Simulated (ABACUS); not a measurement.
Single-point calculation at one volume of an equation of state of Ni (part 1 of 2)

Ni (Fm-3m, 1 atom in the cell), computed with Kohn-Sham DFT of a periodic cell, PBEsol, PseudoDojo NC SR 0.4.1 PBEsol standard, spin-polarised (ABACUS 3.10.1).

The structure derives from a Materials Project entry. It belongs to a series of runs on one base structure; here: volume scaled by 1.04.

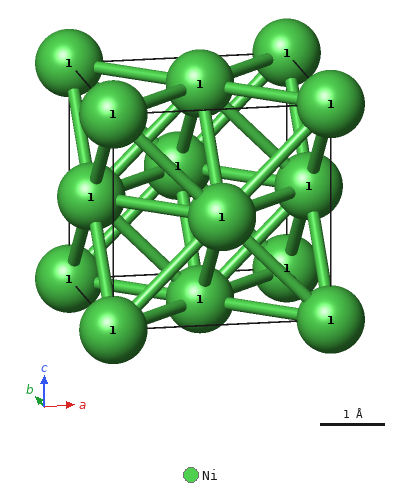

Fig. 1: The input geometry (ball-and-stick view of the cell 4 times as large as that of the calculation, set on its symmetry axes, seen slightly off an axis; atoms are numbered from 1 in the order of the input). An atom can appear more than once, as a periodic image. Near neighbours in the periodic cell (some may lie outside the picture): Ni has 12 Ni at 2.49 Å.

## Input
```
INPUT_PARAMETERS
suffix              Ni
calculation         scf
basis_type          pw
pseudo_dir          ./
symmetry            1
dft_functional      pbesol
ecutwfc             98
pseudo_rcut         7
nspin               2
nbands              14
ks_solver           dav
smearing_method     fd
smearing_sigma      0.00367493
scf_thr             1e-08
scf_nmax            100
mixing_type         broyden
mixing_beta         0.4
cal_force           1
cal_stress          1
kpar                4
```

## File STRU
```
ATOMIC_SPECIES
Ni 58.6934 Ni.upf

LATTICE_CONSTANT
1.8897261246

LATTICE_VECTORS
0.0000000000 1.7604383569 1.7604383569
1.7604383569 0.0000000000 1.7604383569
1.7604383569 1.7604383569 0.0000000000

ATOMIC_POSITIONS
Direct

Ni
0.0
1
0.0000000000 0.0000000000 0.0000000000 1 1 1 mag 1
```

## File KPT
```
K_POINTS
0
Gamma
13 13 13 0 0 0
```

Machine: 4 threads of Intel Xeon (Sapphire Rapids), 192 GiB of memory available, shared host.

Command:
```bash
OMP_NUM_THREADS=1 mpirun -np 4 abacus > log
```

## Log
```
ABACUS v3.10.1

               Atomic-orbital Based Ab-initio Computation at UStc

 ------------------------------------------------------------------------------------

 READING GENERAL INFORMATION
                           global_out_dir = OUT.Ni/
                           global_in_card = INPUT
                               pseudo_dir = ./
                              orbital_dir =
                                    DSIZE = 4
                                    GSIZE = 1

 READING UNITCELL INFORMATION
                                    ntype = 1
                  lattice constant (Bohr) = 1.88973
              lattice constant (Angstrom) = 1

 READING ATOM TYPE 1
                               atom label = Ni
                      L=0, number of zeta = 1
                      L=1, number of zeta = 1
                      L=2, number of zeta = 1
             number of atom for this type = 1
               magnetization of element 1 = 1

                        TOTAL ATOM NUMBER = 1
DIRECT COORDINATES
    atom                   x                   y                   z     mag                  vx                  vy                  vz
taud_Ni1            0.0000000000        0.0000000000        0.0000000000  1.0000        0.0000000000        0.0000000000        0.0000000000

                          Volume (Bohr^3) = 73.6358
                             Volume (A^3) = 10.9117

 Lattice vectors: (Cartesian coordinate: in unit of a_0)
                   +0            +1.76044            +1.76044
             +1.76044                  +0            +1.76044
             +1.76044            +1.76044                  +0
 Reciprocal vectors: (Cartesian coordinate: in unit of 2 pi/a_0)
             -0.28402            +0.28402            +0.28402
             +0.28402            -0.28402            +0.28402
             +0.28402            +0.28402            -0.28402
 The esolver type has been set to : ksdft_pw

                PAO radial cut off (Bohr) = 7

 Read in pseudopotential file is Ni.upf
                     pseudopotential type = NC
          exchange-correlation functional = PBESOL
                 nonlocal core correction = 1
                        valence electrons = 18
                                     lmax = 2
                           number of zeta = 4
                     number of projectors = 6
                           L of projector = 0
                           L of projector = 0
                           L of projector = 1
                           L of projector = 1
                           L of projector = 2
                           L of projector = 2
     initial pseudo atomic orbital number = 10
 The readin total magnetization is 1

 SETUP THE ELECTRONS NUMBER
            electron number of element Ni = 18
      total electron number of element Ni = 18
            AUTOSET number of electrons:  = 18
                           occupied bands = 9
                                   NBANDS = 14
                                   NLOCAL = 9

%%%%%%%%%%%%%%%%%%%%%%%%%%%%%%%%%%%%%%%%%%%%%%%%%%%%%%%%%%%%%%%%%%%%%%%%%%%%%%%%%%%%%%%%%%%%%%%%%%%%%%%%%%
 Warning: the number of valence electrons in pseudopotential > 10 for Ni: [Ar] 3d8 4s2
 Pseudopotentials with additional electrons can yield (more) accurate outcomes, but may be less efficient.
 If you're confident that your chosen pseudopotential is appropriate, you can safely ignore this warning.
%%%%%%%%%%%%%%%%%%%%%%%%%%%%%%%%%%%%%%%%%%%%%%%%%%%%%%%%%%%%%%%%%%%%%%%%%%%%%%%%%%%%%%%%%%%%%%%%%%%%%%%%%%

 SETUP THE PLANE WAVE BASIS
 energy cutoff for charge/potential (unit:Ry) = 392
            fft grid for charge/potential = [ 30, 30, 30 ]
                        fft grid division = [ 1, 1, 1 ]
        big fft grid for charge/potential = [ 30, 30, 30 ]
                                     nbxx = 27000
                                     nrxx = 27000

 SETUP PLANE WAVES FOR CHARGE/POTENTIAL
                    number of plane waves = 9577
                         number of sticks = 595

 PARALLEL PW FOR CHARGE/POTENTIAL
     PROC   COLUMNS(POT)             PW
        1            595           9577
 --------------- sum -------------------
        1            595           9577
                            number of |g| = 149
                                  max |g| = 35.171
                                  min |g| = 0

----------- Double Check Mixing Parameters Begin ------------
mixing_type: broyden
mixing_beta: 0.4
mixing_gg0: 1
mixing_gg0_min: 0.1
mixing_beta_mag: 1.6
mixing_gg0_mag: 0
mixing_ndim: 8
----------- Double Check Mixing Parameters End ------------

 LATTICE VECTORS: (CARTESIAN COORDINATE: IN UNIT OF A0)
                   +0            +1.76044            +1.76044
             +1.76044                  +0            +1.76044
             +1.76044            +1.76044                  +0
                       right hand lattice = 1
                                   NORM_A = 2.48964
                                   NORM_B = 2.48964
                                   NORM_C = 2.48964
                           ALPHA (DEGREE) = 60
                           BETA  (DEGREE) = 60
                           GAMMA (DEGREE) = 60

 The lattice vectors have been changed (STRU_SIMPLE.cif)

(for optimal symmetric configuration:)
                             BRAVAIS TYPE = 3
                     BRAVAIS LATTICE NAME = 03. Cubic F (face-centered)
                                    ibrav = 3
                                    IBRAV = 3
                                  BRAVAIS = FACE CENTERED CUBIC
                       LATTICE CONSTANT A = 3.52088
Original cell was already a primitive cell.
                        ROTATION MATRICES = 48
              PURE POINT GROUP OPERATIONS = 48
                   SPACE GROUP OPERATIONS = 48
                              POINT GROUP = O_h
               POINT GROUP IN SPACE GROUP = O_h

 SETUP K-POINTS
                                    nspin = 2
                   Input type of k points = Monkhorst-Pack(Gamma)
                                   nkstot = 2197
                       right hand lattice = 1
(for reciprocal lattice: )
                             BRAVAIS TYPE = 2
                     BRAVAIS LATTICE NAME = 02. Cubic I (body-centered)
                                    ibrav = 2
                       right hand lattice = 1
(for k-lattice: )
                             BRAVAIS TYPE = 2
                     BRAVAIS LATTICE NAME = 02. Cubic I (body-centered)
                                    ibrav = 2
                       right hand lattice = 1
                        ROTATION MATRICES = 48
                               nkstot_ibz = 84
K-POINTS REDUCTION ACCORDING TO SYMMETRY
     IBZ    DIRECT_X    DIRECT_Y    DIRECT_Z  WEIGHT  ibz2bz
       1  0.00000000  0.00000000  0.00000000  0.0005       0
       2  0.07692308  0.07692308  0.07692308  0.0036       1
       3  0.15384615  0.15384615  0.15384615  0.0036       2
       4  0.23076923  0.23076923  0.23076923  0.0036       3
       5  0.30769231  0.30769231  0.30769231  0.0036       4
       6  0.38461538  0.38461538  0.38461538  0.0036       5
       7  0.46153846  0.46153846  0.46153846  0.0036       6
       8  0.07692308  0.07692308  0.00000000  0.0027      14
       9  0.15384615  0.15384615  0.07692308  0.0109      15
      10  0.23076923  0.23076923  0.15384615  0.0109      16
      11  0.30769231  0.23076923  0.30769231  0.0109      17
      12  0.38461538  0.38461538  0.30769231  0.0109      18
      13  0.46153846  0.46153846  0.38461538  0.0109      19
      14  0.46153846  0.46153846 -0.46153846  0.0109      20
      15  0.46153846  0.38461538  0.38461538  0.0109      21
      16  0.38461538  0.30769231  0.30769231  0.0109      22
      17  0.30769231  0.23076923  0.23076923  0.0109      23
      18  0.23076923  0.15384615  0.15384615  0.0109      24
      19  0.15384615  0.07692308  0.07692308  0.0055      25
      20  0.15384615  0.15384615  0.00000000  0.0027      28
      21  0.23076923  0.23076923  0.07692308  0.0109      29
      22  0.30769231  0.15384615  0.30769231  0.0109      30
      23  0.38461538  0.38461538  0.23076923  0.0109      31
      24  0.46153846  0.46153846  0.30769231  0.0109      32
      25 -0.38461538  0.46153846  0.46153846  0.0109      33
      26  0.38461538  0.38461538 -0.46153846  0.0109      34
      27  0.46153846  0.30769231  0.30769231  0.0109      35
      28  0.38461538  0.23076923  0.23076923  0.0109      36
      29  0.30769231  0.15384615  0.15384615  0.0055      37
      30  0.23076923  0.23076923  0.00000000  0.0027      42
[... 54 further k points ...]

                               nkstot now = 84
[... K-POINTS DIRECT COORDINATES: 84 rows ...]

           k-point number in this process = 21
       minimum distributed K point number = 21
[... stars of the k points ...]
                             nks(nspin=2) = 42
                          nkstot(nspin=2) = 168

[... K-POINTS CARTESIAN COORDINATES: 42 rows ...]

[... K-POINTS DIRECT COORDINATES: 42 rows ...]

 SETUP PLANE WAVES FOR WAVE FUNCTIONS
     energy cutoff for wavefunc (unit:Ry) = 98
              fft grid for wave functions = [ 30, 30, 30 ]
                    number of plane waves = 1837
                         number of sticks = 199

 PARALLEL PW FOR WAVE FUNCTIONS
     PROC   COLUMNS(POT)             PW
        1            199           1837
 --------------- sum -------------------
        1            199           1837

 SETUP NONLOCAL PSEUDOPOTENTIALS IN PLANE WAVE BASIS
 Ni non-local projectors:
 projector 1 L=0
 projector 2 L=0
 projector 3 L=1
 projector 4 L=1
 projector 5 L=2
 projector 6 L=2
      TOTAL NUMBER OF NONLOCAL PROJECTORS = 18

 Init Non-Local PseudoPotential table :
 Init Non-Local-Pseudopotential done.

                                     npwx = 1243

 Make real space PAO into reciprocal space.
       max mesh points in Pseudopotential = 701
     dq(describe PAO in reciprocal space) = 0.01
                                    max q = 1192

 number of pseudo atomic orbitals for Ni is 4
WARNING: norm of atomic wavefunction # 3 of atomic type Ni is 0.999993, renormalized
WARNING: norm of atomic wavefunction # 4 of atomic type Ni is 0.997817, renormalized

 -------------------------------------------
 SELF-CONSISTENT
 -------------------------------------------
                                 init_chg = atomic

 PW ALGORITHM --------------- ION=   1  ELEC=   1--------------------------------
 Notice: Threshold on eigenvalues was too large.
 hsover_error=0.18 > DRHO=0.00629958
 Origin diag ethr = 0.01
 New diag ethr = 3.49977e-05
          total magnetism (Bohr mag/cell) = 0.663105
       absolute magnetism (Bohr mag/cell) = 0.705386
                        nelec for spin up = 9.33155
                      nelec for spin down = 8.66845

 Density error is 0.00631956757718
                          Error Threshold = 3.49976568203e-05
----------------------------------------------------------
     Energy           Rydberg                 eV
----------------------------------------------------------
 E_KohnSham     -335.3005401809      -4561.9978889385
 E_Harris       -335.2333832452      -4561.0841719524
 E_Fermi        1.3498364884         18.3654676110
----------------------------------------------------------

 PW ALGORITHM --------------- ION=   1  ELEC=   2--------------------------------
          total magnetism (Bohr mag/cell) = 0.619302394572
       absolute magnetism (Bohr mag/cell) = 0.718376662094
                        nelec for spin up = 9.30965119729
                      nelec for spin down = 8.69034880271

 Density error is 0.00192534810491
                          Error Threshold = 3.51087087621e-05
----------------------------------------------------------
     Energy           Rydberg                 eV
----------------------------------------------------------
 E_KohnSham     -335.3015900867      -4562.0121736397
 E_Harris       -335.2424984786      -4561.2081910657
 E_Fermi        1.3436920485         18.2818682172
----------------------------------------------------------
```
